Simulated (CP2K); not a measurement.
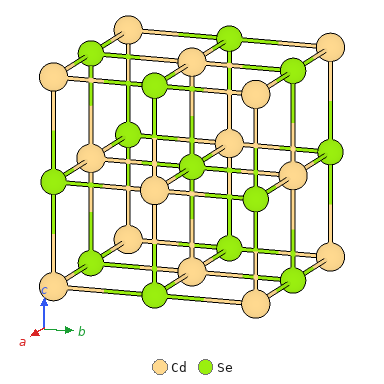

System: CdSe, space group Fm-3m (No. 225). The picture shows the conventional cell.

The given structure:
```cif
data_structure
_symmetry_space_group_name_H-M 'P 1'
_symmetry_Int_Tables_number 1
_cell_length_a 4.0644
_cell_length_b 4.0644
_cell_length_c 4.0644
_cell_angle_alpha 60.000
_cell_angle_beta 60.000
_cell_angle_gamma 60.000
_cell_volume 47.48
loop_
_atom_site_label
_atom_site_type_symbol
_atom_site_fract_x
_atom_site_fract_y
_atom_site_fract_z
_atom_site_occupancy
Cd1 Cd 0.00000 0.00000 0.00000 1
Se1 Se 0.50000 0.50000 0.50000 1
```

Method: DFT in Gaussian orbitals with a plane-wave density, no spin polarisation; energies at scaled volumes of the given cell, shape and fractions fixed, counted from the fit's minimum, third-order Birch-Murnaghan fit (CP2K 2026.2). Level: PBE.

k mesh 8×8×8; occupations Fermi–Dirac; smearing width 0.05 eV; potentials GTH PBE with UZH TZVP basis; density cutoff 6123 eV; program settings ngrids 5, basis sets Cd TZVP-MOLOPT-PBE-GTH-q12, basis sets Se TZVP-MOLOPT-PBE-GTH-q6, cutoff ry 450 Ry, rel cutoff ry 60 Ry.

Predict the energy and pressure against volume. The volume takes the values 22.31, 22.79, 23.26, 23.74, 24.21, 24.69, 25.16 Å³/atom.

A third-order Birch–Murnaghan fit gives V0 = 23.79 Å³/atom, B0 = 60.3 GPa and B′ = 4.8. The energy is 19.45 meV/atom at volume 22.31 Å³/atom and 13.39 meV/atom at 25.16 Å³/atom; the lowest computed point is at volume 23.74 Å³/atom (0.03 meV/atom). The pressure falls from 4.51 GPa at volume 22.31 Å³/atom to −2.96 GPa at 25.16 Å³/atom, and changes sign near 23.79 Å³/atom.

```csv
volume (Å³/atom),energy (meV/atom),pressure (GPa)
22.31,19.45,4.51
22.79,8.58,2.87
23.26,2.28,1.42
23.74,0.03,0.13
24.21,1.37,-1.02
24.69,5.94,-2.05
25.16,13.39,-2.96
```

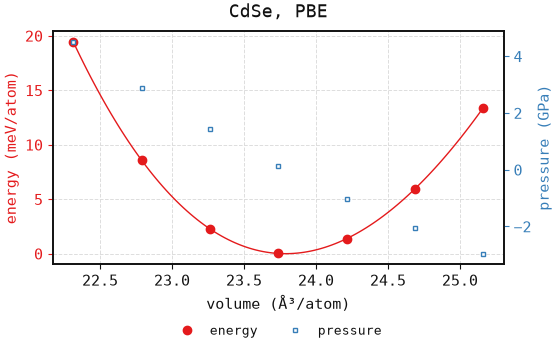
